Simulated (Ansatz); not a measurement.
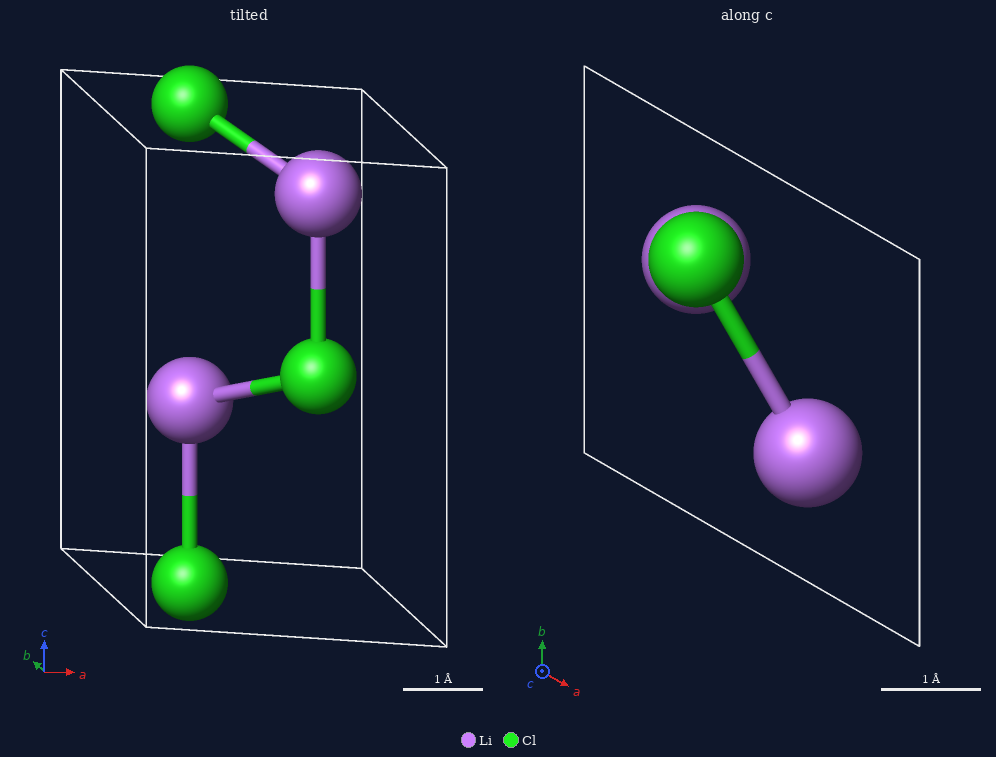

Structure drawing (ball-and-stick), viewed slightly off an axis and along the c axis. Lines trace the edges of the conventional unit cell. Cell: a = 3.93 Å, b = 3.93 Å, c = 6.29 Å, α = 90.00°, β = 90.00°, γ = 120.00°.

The model was built from a structure listed in the Materials Project. Earlier steps of the study may have refined or changed the cell and positions. It was the input of a calculation with Ansatz.

Explain the picture.

Answer. The formula is LiCl. It is primitive hexagonal, space group P6_3mc (No. 186). The structure type is wurtzite. The cell has 4 atoms, namely 2 Li, 2 Cl. The Li atoms are each bonded to four Cl in a tetrahedral arrangement at about 2.4 Å. Cl is linked to four Li in a tetrahedral arrangement at about 2.4 Å. The bonds build a three-dimensional framework.

The numbers come from DFT LDA, scalar-relativistic, plane waves, PAW (Ansatz 0.2.0), using wavefunction cutoff 420 eV, k-grid 9×9×4, Gaussian smearing of 0.02 eV, no spin polarisation.

How large a gap does the method give, if there is one?

Answer. An insulator at this level, with a gap of 5.52 eV, direct.

How are the electrons shared out in a Bader analysis?

Answer. Li +0.88 e; Cl -0.88 e.

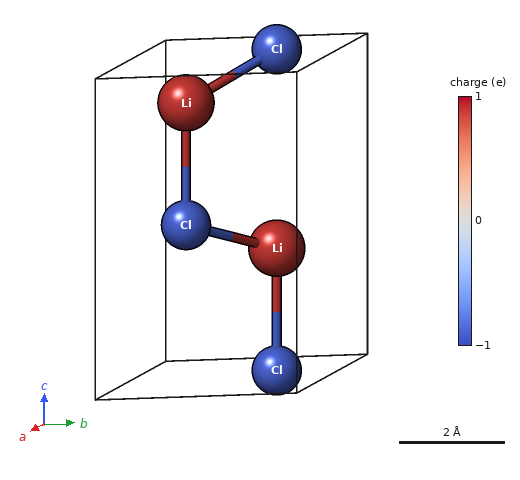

The atoms coloured by those charges. The run's cell of 4 atoms is drawn.

Is this an equilibrium geometry for the method given?

Answer. No. All forces vanish to within 0.01 eV/Å. The pressure is -2.5 GPa, so the cell would contract.
